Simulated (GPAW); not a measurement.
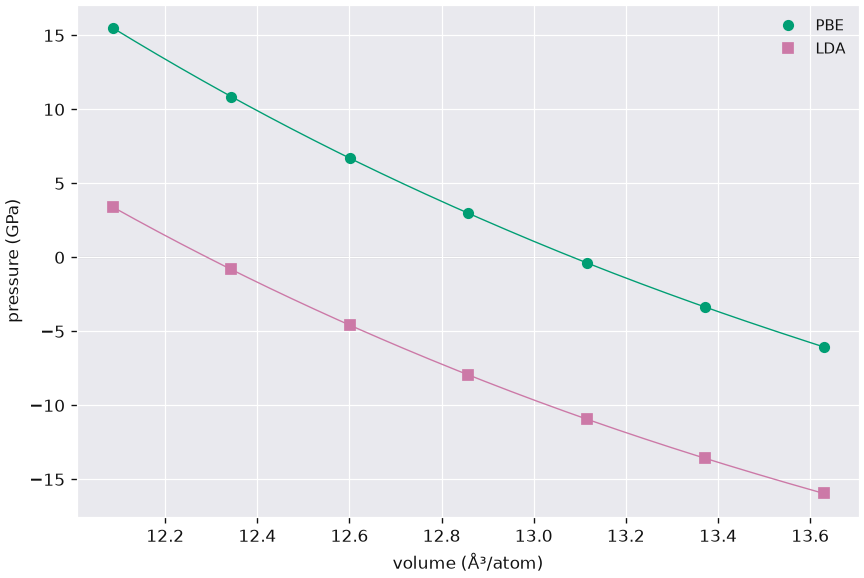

**Figure.** Pressure against volume, with one curve for each functional, for BaTiO₃ (space group Pm-3m).

The fitted equilibrium volumes, smallest first, are LDA 12.305, PBE 13.103 Å³/atom. The fitted bulk moduli, smallest first, are PBE 161.9, LDA 194.4 GPa. For PBE, the pressure falls from 15.49 GPa at volume 12.09 Å³/atom to −6.06 GPa at 13.63 Å³/atom, and changes sign near 13.09 Å³/atom. For LDA, the pressure falls from 3.39 GPa at volume 12.09 Å³/atom to −15.96 GPa at 13.63 Å³/atom, and changes sign near 12.29 Å³/atom.

Method: PAW DFT in plane waves, on a grid or in atomic orbitals, no spin polarisation; energies at scaled volumes of the given cell, shape and fractions fixed, counted from the fit's minimum, third-order Birch-Murnaghan fit (GPAW 26.7.0). All runs: no spin polarisation.

k mesh 7×7×7; occupations Fermi–Dirac; smearing width 0.05 eV; potentials GPAW PAW data sets (gpaw data 1.2.1); wave cutoff 800 eV.
